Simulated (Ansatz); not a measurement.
**Geometry relaxation, with input and output: Ru**

- system: Ru (1 atom in the cell)
- method: DFT, PBE, PAW with Ansatz's earlier generated frozen-core files (soft_1), scalar-relativistic, PAW set soft_1, no spin polarisation (Ansatz 0.2.0)

The structure was built on a prototype by a generator; it need not be a known phase. It belongs to a series of runs on one base structure; here: cell and atoms relaxed from a first guess.

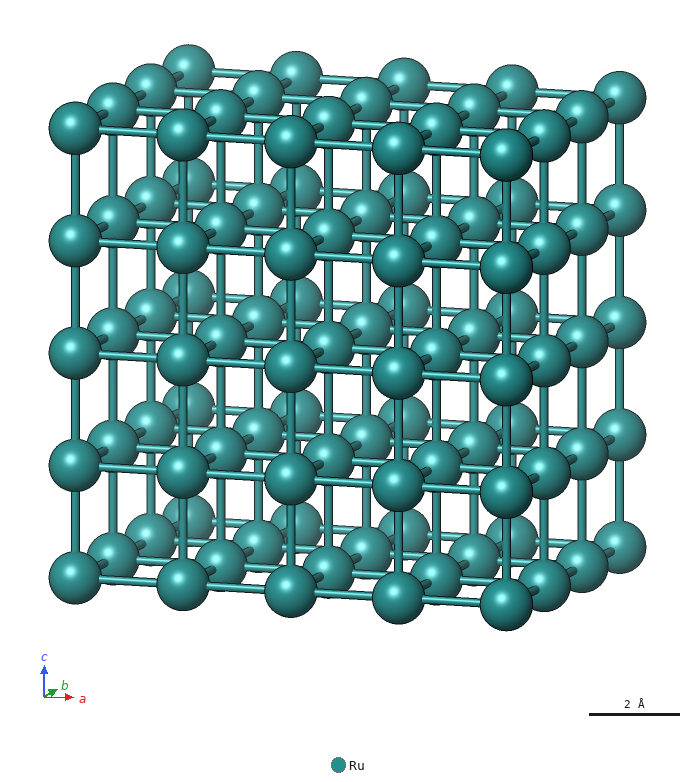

The input geometry (ball-and-stick view of the cell of the calculation, repeated 4 × 3 × 4, seen slightly off an axis). Near neighbours in the crystal (not all of them lie inside the picture): Ru has 6 Ru at 2.56 Å.

The input:
```yaml
crystal:
  lattice:
    - [2.560403748, 0.0, 0.0]
    - [0.0, 2.560403748, 0.0]
    - [0.0, 0.0, 2.560403748]
  atoms:
    - { symbol: Ru, position: [0.0, 0.0, 0.0] }
kpoints:
  mp_grid: { grid: [13, 13, 13] }
scf:
  occupations: { method: fermi_dirac, width: 0.08 }
hamiltonian:
  xc: pbe
  pseudopotentials: { kind: paw, azcp: { folder: soft_1 } }
output:
  forces: true
  stress: true
  write_density: true
  write_potential: true
  elf: true
  volumetric_format: npy
relax:
  f_tol: 0.005
  max_steps: 80
  cell: {}
```

Launched with:
```bash
ansatz run input.yaml --threads 1 --pin off --max-ram 2048MiB --backend cpu --events-out ev --progress --plain --runs-dir out
```

Output:
```
Engine: ansatz 0.2.0, aarch64-unknown-linux-gnu
Pseudopotentials: kind: paw
Pseudopotential: Ru, paw, valence charge 16, recommended cutoff 420 eV (normal), [file]
Functional definition: PBE
  parameter kappa = 0.804
  parameter beta = 0.06672455060314922
  exchange = pbe_x(kappa = kappa, mu = beta*pi^2/3)
  correlation = pbe_c(beta = beta)
Crystal: 1 atoms, lattice volume = 16.785 Å³
Basis set: ecut = 420 eV, 341 PW (Γ), exchange–correlation on 36×36×36 points (8 copies of the dense FFT grid, shifted against one another)
Bands: 12, of which v1, the nominal top of the filled ones, is band 8 counted from 1 (7 counted from 0)
Symmetry: 48 space group operations
Space group: Pm-3m (ITA 221), of the structure as read, at distance tolerance 2.6e-5 Å
k-points: 84 of 2197
Non-local potential: Ru, projectors of the file, l = 0: 3, l = 1: 2, l = 2: 2, l = 3: 1
PAW form: soft (Blöchl's): semilocal exchange-correlation on the pseudo side does not see the compensation charge
PAW one-centre angular grid: Ru, 590 points (default); XC on 64 Gauss nodes
Initial density: superposition of atomic densities (chi_scale 0.1, normalization cell)
Initial wavefunctions: pseudopotential atomic-orbital guess
Functional: x = pbe(κ = 0.804, μ = 0.2195149727645171), c = pbe(β = 0.06672455060314922)
SCF iter   1: F=—  HF=-5877.957714 eV  |F-HF|=—  |Δ(HF+E_count)|=         —  Δρ=8.55e-2  dr2=1.29e0  ethr=3.10e-3  ⟨swp⟩=5.2  Hψ=5642  notcnv=0
preconditioner: auto → none  [metal: Δε(μ)=0.028 eV  Ē_g=9.583 eV  σ=0.080 eV  W_gap=0.09  n_scr=6 (ndim 8)  ℏωp=25.6 eV  f_vac=0.000  D(μ)=1.36/eV (n_scr^D=18)  sad-step TF]
SCF iter   2: F=—  HF=-5877.625704 eV  |F-HF|=—  |Δ(HF+E_count)|=   3.32e-1  Δρ=3.38e-2  dr2=1.94e-1  ethr=3.10e-3  ⟨swp⟩=2.9  Hψ=2440  notcnv=0  defer=1
SCF iter   3: F=—  HF=-5877.575220 eV  |F-HF|=—  |Δ(HF+E_count)|=   5.05e-2  Δρ=5.45e-3  dr2=1.78e-3  ethr=1.21e-3  ⟨swp⟩=2.2  Hψ=1636  notcnv=0  defer=1
SCF iter   4: F=—  HF=-5877.576872 eV  |F-HF|=—  |Δ(HF+E_count)|=   1.65e-3  Δρ=3.57e-4  dr2=8.89e-6  ethr=1.11e-5  ⟨swp⟩=2.3  Hψ=1842  notcnv=0  defer=1
SCF iter   5: F=—  HF=-5877.576925 eV  |F-HF|=—  |Δ(HF+E_count)|=   5.29e-5  Δρ=7.53e-5  dr2=6.57e-7  ethr=5.55e-8  ⟨swp⟩=2.2  Hψ=1646  notcnv=0  defer=1
SCF iter   6: F=-5877.576925 eV  HF=-5877.576925 eV  |F-HF|=6.51e-9  |Δ(HF+E_count)|=   2.13e-7  Δρ=7.52e-6  dr2=9.59e-9  ethr=6.25e-10  ⟨swp⟩=7.9  Hψ=5599  notcnv=0
SCF 1 converged in 6 iterations: F = -5877.576925 eV  dr2 = 9.59e-9
  greatest PAW one-centre occupation: 1.000 electrons in one spin orbital (limit 2), on the Ru atom at site 0 (counted from 0), in its partial waves of l = 0
relax step   1: F+E_penalty+E_count = -5877.57692497 eV  Δ(F+E_penalty+E_count) = +0.000e0 eV  max|allowed force component| = 0.000e0 eV/Å  Δτ_max = 0.0000 Å  P = -11.091 GPa  Ω = 16.785 Å³  (6 SCF iters, dr2 threshold 1.00e-7 eV, accepted)
Crystal: 1 atoms, lattice volume = 15.198 Å³
Basis set: ecut = 420 eV, 305 PW (Γ), exchange–correlation on 36×36×36 points (8 copies of the dense FFT grid, shifted against one another)
Initial density: handed on by an earlier stage of this run
Initial wavefunctions: those handed on with the density
iter 1 solved again at ethr=1.33e-5 eV; its pass at ethr=3.10e-3 eV (dr2=2.12e-3 eV) is discarded
SCF iter   1: F=—  HF=-5877.593553 eV  |F-HF|=—  |Δ(HF+E_count)|=         —  Δρ=4.52e-3  dr2=2.10e-3  ethr=1.33e-5  ⟨swp⟩=1.1  Hψ=7395  notcnv=0
preconditioner: auto → none  [metal: Δε(μ)=0.046 eV  Ē_g=10.602 eV  σ=0.080 eV  W_gap=0.14  n_scr=6 (ndim 8)  ℏωp=26.9 eV  f_vac=0.000  D(μ)=1.22/eV (n_scr^D=18)]
SCF iter   2: F=—  HF=-5877.593453 eV  |F-HF|=—  |Δ(HF+E_count)|=   9.98e-5  Δρ=2.19e-3  dr2=2.36e-4  ethr=1.31e-5  ⟨swp⟩=2.1  Hψ=1329  notcnv=0
SCF iter   3: F=—  HF=-5877.593516 eV  |F-HF|=—  |Δ(HF+E_count)|=   6.25e-5  Δρ=8.93e-4  dr2=4.43e-5  ethr=1.47e-6  ⟨swp⟩=2.5  Hψ=1663  notcnv=0
SCF iter   4: F=—  HF=-5877.593550 eV  |F-HF|=—  |Δ(HF+E_count)|=   3.41e-5  Δρ=5.81e-5  dr2=2.15e-7  ethr=2.77e-7  ⟨swp⟩=2.2  Hψ=1437  notcnv=0
SCF iter   5: F=-5877.593550 eV  HF=-5877.593550 eV  |F-HF|=9.72e-10  |Δ(HF+E_count)|=   1.57e-7  Δρ=6.69e-6  dr2=1.85e-9  ethr=6.25e-10  ⟨swp⟩=7.0  Hψ=5205  notcnv=0
SCF 2 converged in 5 iterations: F = -5877.593550 eV  dr2 = 1.85e-9
relax step   2: F+E_penalty+E_count = -5877.59354998 eV  Δ(F+E_penalty+E_count) = -1.663e-2 eV  max|allowed force component| = 0.000e0 eV/Å  Δτ_max = 0.0000 Å  P = +10.082 GPa  Ω = 15.198 Å³  energy of the carried Pulay correction = +1.529e-3 eV  (5 SCF iters, dr2 threshold 1.00e-7 eV, accepted)
Crystal: 1 atoms, lattice volume = 15.914 Å³
iter 1 solved again at ethr=1.55e-6 eV; its pass at ethr=3.10e-3 eV (dr2=2.48e-4 eV) is discarded
SCF iter   1: F=—  HF=-5877.612005 eV  |F-HF|=—  |Δ(HF+E_count)|=         —  Δρ=1.95e-3  dr2=3.68e-4  ethr=1.55e-6  ⟨swp⟩=2.5  Hψ=7700  notcnv=0
preconditioner: auto → none  [metal: Δε(μ)=0.028 eV  Ē_g=10.185 eV  σ=0.080 eV  W_gap=0.09  n_scr=6 (ndim 8)  ℏωp=26.3 eV  f_vac=0.000  D(μ)=1.33/eV (n_scr^D=18)]
SCF iter   2: F=—  HF=-5877.612028 eV  |F-HF|=—  |Δ(HF+E_count)|=   2.29e-5  Δρ=1.00e-3  dr2=5.26e-5  ethr=1.55e-6  ⟨swp⟩=2.0  Hψ=1350  notcnv=0
SCF iter   3: F=—  HF=-5877.612063 eV  |F-HF|=—  |Δ(HF+E_count)|=   3.49e-5  Δρ=3.92e-4  dr2=1.02e-5  ethr=3.29e-7  ⟨swp⟩=2.3  Hψ=1589  notcnv=0
SCF iter   4: F=-5877.612070 eV  HF=-5877.612070 eV  |F-HF|=1.91e-8  |Δ(HF+E_count)|=   6.58e-6  Δρ=2.84e-5  dr2=5.10e-8  ethr=6.25e-10  ⟨swp⟩=6.3  Hψ=6201  notcnv=0
SCF 3 converged in 4 iterations: F = -5877.612070 eV  dr2 = 5.10e-8
relax step   3: F+E_penalty+E_count = -5877.61206981 eV  Δ(F+E_penalty+E_count) = -1.852e-2 eV  max|allowed force component| = 0.000e0 eV/Å  Δτ_max = 0.0000 Å  P = -1.003 GPa  Ω = 15.914 Å³  energy of the carried Pulay correction = +8.204e-4 eV  (4 SCF iters, dr2 threshold 1.00e-7 eV, accepted)
Crystal: 1 atoms, lattice volume = 15.842 Å³
iter 1 solved again at ethr=2.44e-8 eV; its pass at ethr=3.10e-3 eV (dr2=3.90e-6 eV) is discarded
SCF iter   1: F=—  HF=-5877.612353 eV  |F-HF|=—  |Δ(HF+E_count)|=         —  Δρ=2.03e-4  dr2=4.88e-6  ethr=2.44e-8  ⟨swp⟩=2.0  Hψ=6851  notcnv=0
preconditioner: auto → none  [metal: Δε(μ)=0.022 eV  Ē_g=10.221 eV  σ=0.080 eV  W_gap=0.07  n_scr=6 (ndim 8)  ℏωp=26.4 eV  f_vac=0.000  D(μ)=1.32/eV (n_scr^D=18)]
SCF iter   2: F=—  HF=-5877.612369 eV  |F-HF|=—  |Δ(HF+E_count)|=   1.63e-5  Δρ=9.97e-5  dr2=5.53e-7  ethr=2.44e-8  ⟨swp⟩=2.0  Hψ=1346  notcnv=0
SCF iter   3: F=—  HF=-5877.612369 eV  |F-HF|=—  |Δ(HF+E_count)|=   2.04e-8  Δρ=3.98e-5  dr2=1.03e-7  ethr=6.25e-10  ⟨swp⟩=7.7  Hψ=5463  notcnv=0
SCF iter   4: F=-5877.612369 eV  HF=-5877.612369 eV  |F-HF|=3.30e-10  |Δ(HF+E_count)|=   3.91e-8  Δρ=2.94e-6  dr2=6.16e-10  ethr=6.25e-10  ⟨swp⟩=6.9  Hψ=5047  notcnv=0
SCF 4 converged in 4 iterations: F = -5877.612369 eV  dr2 = 6.16e-10
relax step   4: F+E_penalty+E_count = -5877.61236914 eV  Δ(F+E_penalty+E_count) = -2.993e-4 eV  max|allowed force component| = 0.000e0 eV/Å  Δτ_max = 0.0000 Å  P = -0.016 GPa  Ω = 15.842 Å³  energy of the carried Pulay correction = +8.902e-4 eV  (4 SCF iters, dr2 threshold 1.00e-7 eV, accepted)
Initial wavefunctions: pseudopotential atomic-orbital guess (no wavefunctions were taken with the density)
iter 1 solved again at ethr=4.84e-8 eV; its pass at ethr=3.10e-3 eV (dr2=7.74e-6 eV) is discarded
SCF iter   1: F=—  HF=-5877.611428 eV  |F-HF|=—  |Δ(HF+E_count)|=         —  Δρ=1.53e-4  dr2=7.27e-7  ethr=4.84e-8  ⟨swp⟩=2.9  Hψ=8387  notcnv=0
preconditioner: auto → none  [metal: Δε(μ)=0.023 eV  Ē_g=10.222 eV  σ=0.080 eV  W_gap=0.07  n_scr=6 (ndim 8)  ℏωp=26.4 eV  f_vac=0.000  D(μ)=1.32/eV (n_scr^D=18)]
SCF iter   2: F=—  HF=-5877.611444 eV  |F-HF|=—  |Δ(HF+E_count)|=   1.69e-5  Δρ=7.13e-5  dr2=1.30e-7  ethr=4.54e-9  ⟨swp⟩=2.1  Hψ=1540  notcnv=0
SCF iter   3: F=—  HF=-5877.611445 eV  |F-HF|=—  |Δ(HF+E_count)|=   2.62e-7  Δρ=3.20e-5  dr2=2.09e-8  ethr=8.12e-10  ⟨swp⟩=2.4  Hψ=1320  notcnv=0
SCF iter   4: F=—  HF=-5877.611445 eV  |F-HF|=—  |Δ(HF+E_count)|=   7.78e-8  Δρ=3.13e-6  dr2=2.88e-10  ethr=1.31e-10  ⟨swp⟩=2.1  Hψ=1592  notcnv=0
SCF iter   5: F=-5877.611445 eV  HF=-5877.611445 eV  |F-HF|=0.00e0  |Δ(HF+E_count)|=  9.90e-10  Δρ=1.03e-7  dr2=6.23e-13  ethr=1.00e-12  ⟨swp⟩=3.8  Hψ=4680  notcnv=0
SCF 5 converged in 5 iterations: F = -5877.611445 eV  dr2 = 6.23e-13
relax step   5: F+E_penalty+E_count = -5877.61144472 eV  Δ(F+E_penalty+E_count) = +9.244e-4 eV  max|allowed force component| = 0.000e0 eV/Å  Δτ_max = 0.0000 Å  P = -0.012 GPa  Ω = 15.842 Å³  stress off target by 1.18e-2 GPa  SCF on the basis re-selected at this cell (its energy is not comparable with the rows above)  (5 SCF iters)
```

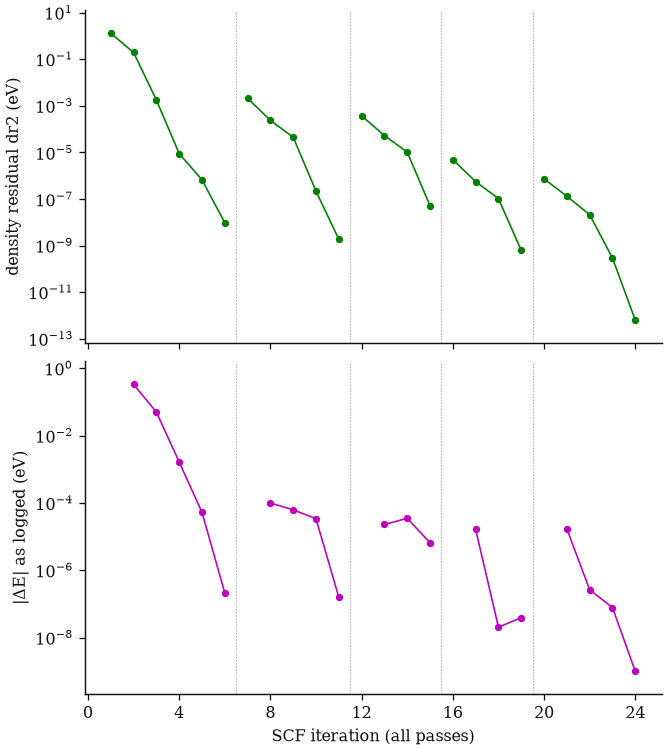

Convergence of the self-consistent field: density residual dr2 and size of the energy change against the SCF iteration. The dotted lines part the SCF passes of the relaxation: geometry steps, rejected trials and re-solves on a re-selected basis. The 5 passes take 4 to 6 iterations each, 24 in all.

```
basis re-selected at this cell: Δ(F+E_penalty+E_count) = +9.244e-4 eV, ΔP = +0.004 GPa vs the last step (what re-selecting the basis moved, of the pressure what is left beyond the Pulay correction that the steps carried, after the strain that the cell walked since its last selection, with what the two solves' SCF thresholds leave and, on support functions, any second-order correction that the steps lacked; it is no measure of the basis error at this ecutwfc). This SCF's stress stands 1.18e-2 GPa from its target on what of the cell is left free (relax.cell.stress_tol is 5.00e-2 GPa) and its largest allowed force component is 0.00e0 eV/Å (relax.f_tol is 5.00e-3 eV/Å): within both
SCF converged after 5 iterations
Free energy (F): -5877.611445 eV
Harris-Foulkes:  -5877.611445 eV  (|F-HF|=0.00e0)
Internal energy: -5877.582281 eV  (E = F + TS)
E sigma→0 (E₀):  -5877.596863 eV
Entropy (-TS):   -0.029164 eV (-29.164 meV/atom)
Fermi energy:    19.476953 eV
--- Per-component energies (eV) ---
  E_band       = -113.980613
  E_kinetic    = 459.485945
  E_local      = -1510.970518  (includes V_loc(G=0)·N_el)
  E_nonlocal   = 416.519747
  E_hartree    = 511.115773
  E_xc         = -168.697677
  E_vxc        = -213.211932  (∫ρ·V_xc dr)
  E_paw        = -3502.819989  (= ΣΔE_a)
  E_vpaw       = -288.036053  (= ΣTr[D̂ρ^β])
  E_aug_tail   = 0.000673  (compensation charges beyond the density's cutoff)
  E_ewald      = -2082.216235
  E_smearing   = -0.029164  (= −TS)
  E_closure    = -0.000000  (closes the sum)
  Σ components = -5877.611445   (vs F -5877.611445, Δ=0.00e0)
--- Forces (eV/Å), atoms counted from 1 ---
  atom   1  Ru    -0.00000000     0.00000000     0.00000000
  max |Σ_I F_I| component: 1.03e-32 eV/Å
--- Stress (GPa, compression-positive) ---
       -0.011791       0.000000       0.000000
        0.000000      -0.011791       0.000000
        0.000000       0.000000      -0.011791
  P = ⅓ Tr σ = -0.0118 GPa (-0.118 kbar)
--- Band table (eV; the first three rows and the last of 84) ---
  k-point 0: bands = ["-53.4789", "-22.9010", "-22.9010", "-22.9010", "12.3641", "14.1627", "14.1627", "21.0866", "21.0866", "21.0866", "36.0141", "36.0141"]
  k-point 1: bands = ["-53.4715", "-22.9639", "-22.8957", "-22.8957", "12.5425", "14.2021", "14.3465", "20.9007", "20.9007", "21.1008", "34.9684", "36.3425"]
  k-point 2: bands = ["-53.4509", "-23.1362", "-22.8810", "-22.8810", "13.0039", "14.3134", "14.9259", "20.4177", "20.4177", "21.1405", "32.8995", "37.2422"]
  k-point 83: bands = ["-53.1020", "-23.6737", "-23.6720", "-23.6720", "14.7957", "14.8703", "14.8703", "22.8907", "22.8907", "28.8241", "31.3637", "32.3060"]
--- Relaxed structure (4 steps of the walk, 4 accepted, 1 SCFs on fresh bases) ---
  F+E_penalty+E_count = -5877.61144472 eV   max|allowed force component| = 0.000e0 eV/Å   (the final SCF, on the basis selected at the relaxed cell)
  cell:  # Å, volume = 15.8425 Å³
    - [2.5115441294715746, 1.564818079814629e-33, 8.82717891177483e-34]
    - [2.591980716821155e-33, 2.511544129471575, 0.0]
    - [-1.1716073828355684e-33, 0.0, 2.5115441294715746]
  atoms:
    - { symbol: Ru, position: [0.0, 0.0, 0.0] }
```

File rho_z.tsv:
```
# z_ang	rho[e/angstrom^3]
# format = ansatz-planar-average/11
# lattice	2.511544129	0.000000000	0.000000000
# lattice	0.000000000	2.511544129	0.000000000
# lattice	-0.000000000	0.000000000	2.511544129
# sites	1
# site	44	0.000000000	0.000000000	0.000000000
0.000000	2.272401e0
0.139530	2.152165e0
0.279060	1.828002e0
0.418591	1.390732e0
0.558121	9.533274e-1
0.697651	6.049407e-1
0.837181	3.885402e-1
0.976712	2.844913e-1
1.116242	2.386804e-1
1.255772	2.248437e-1
1.395302	2.386804e-1
1.534833	2.844913e-1
1.674363	3.885402e-1
1.813893	6.049407e-1
1.953423	9.533274e-1
2.092953	1.390732e0
2.232484	1.828002e0
2.372014	2.152165e0
```

Trajectory as extended XYZ (Å, eV, eV/Å), 5 frames, from step=1 to step=5:
```
1
Lattice="2.5604 0.0000 0.0000 0.0000 2.5604 0.0000 0.0000 0.0000 2.5604" Properties=species:S:1:pos:R:3:forces:R:3 step=1 energy=-5877.57693 pressure_GPa=-11.09
Ru    0.0000    0.0000    0.0000    0.0000   0.0000   0.0000
1
Lattice="2.4770 0.0000 0.0000 0.0000 2.4770 0.0000 0.0000 0.0000 2.4770" Properties=species:S:1:pos:R:3:forces:R:3 step=2 energy=-5877.59355 pressure_GPa=10.08
Ru    0.0000    0.0000    0.0000    0.0000   0.0000   0.0000
1
Lattice="2.5153 0.0000 0.0000 0.0000 2.5153 0.0000 0.0000 0.0000 2.5153" Properties=species:S:1:pos:R:3:forces:R:3 step=3 energy=-5877.61207 pressure_GPa=-1.00
Ru    0.0000    0.0000    0.0000    0.0000   0.0000   0.0000
1
Lattice="2.5115 0.0000 0.0000 0.0000 2.5115 0.0000 0.0000 0.0000 2.5115" Properties=species:S:1:pos:R:3:forces:R:3 step=4 energy=-5877.61237 pressure_GPa=-0.02
Ru    0.0000    0.0000    0.0000    0.0000   0.0000   0.0000
1
Lattice="2.5115 0.0000 0.0000 0.0000 2.5115 0.0000 0.0000 0.0000 2.5115" Properties=species:S:1:pos:R:3:forces:R:3 step=5 energy=-5877.61144 pressure_GPa=-0.01
Ru    0.0000    0.0000    0.0000    0.0000   0.0000   0.0000
```

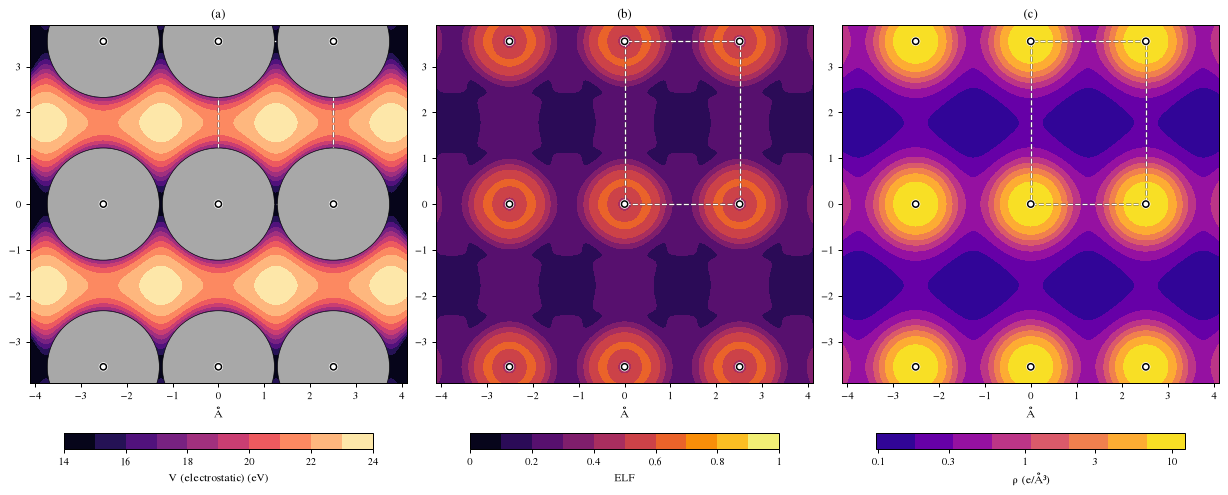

(a) electrostatic potential energy of an electron; (b) electron localisation function; (c) valence electron density on the (101) plane of the conventional cell. Circles mark the nuclei in the plane (Ru). Grey discs, where drawn, cover atomic cores. Ru–Ru (2.51 Å): ρ at the midpoint is about 0.52 e/Å³; the ELF is about 0.25 at the midpoint (no shared electron pair). Away from the nuclei the density in this plane falls to 0.1 e/Å³ at its lowest. The strong features right at Ru lie inside the PAW spheres (semicore, d or f shells) and say nothing about bonding. Outside the cores the potential energy rises away from the atoms and is highest about 2.2 Å from the nearest atoms; outside the discs it spans about 9 eV, and its zero is arbitrary. Core electrons are frozen (PAW), so the fields are smoothed inside the atomic spheres.

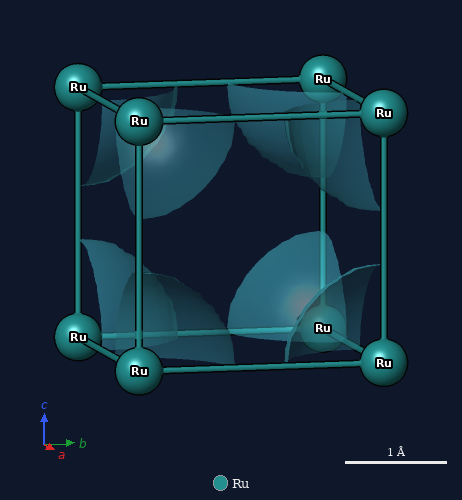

Isosurface of the valence pseudo-density at 0.8 e/Å³ (cyan), seen slightly off an axis. Sticks mark near contacts. The outline is the cell set on symmetry axes. At this value the density breaks into separate islands; it holds about 75 % of the electrons treated as valence (semicore included). It is pinched off along the Ru–Ru (2.51 Å) contacts. On the grid the lowest density along these lines, outside the cores, is 0.52 e/Å³ (Ru–Ru, 2.51 Å).

Key numbers:

| quantity | value |
| --- | --- |
| outcome | converged |
| space group (tolerance 0.01 Å) | Pm-3m (221) |
| electrons treated | 16 |
| free energy | −5877.6114 eV |
| Fermi energy | 19.477 eV |
| pressure | −0.01 GPa |
| final volume | 15.84 Å³ |
| largest force (length of the vector) at the end | under 0.001 eV/Å |
| final cell | a = 2.512 Å, b = 2.512 Å, c = 2.512 Å, α = 90.00°, β = 90.00°, γ = 90.00° |
| hardware | 1 thread of Arm Neoverse V1, 24 GiB of memory available, shared host |
| wall time | 6.2 s |
| peak memory | 0.28 GiB |
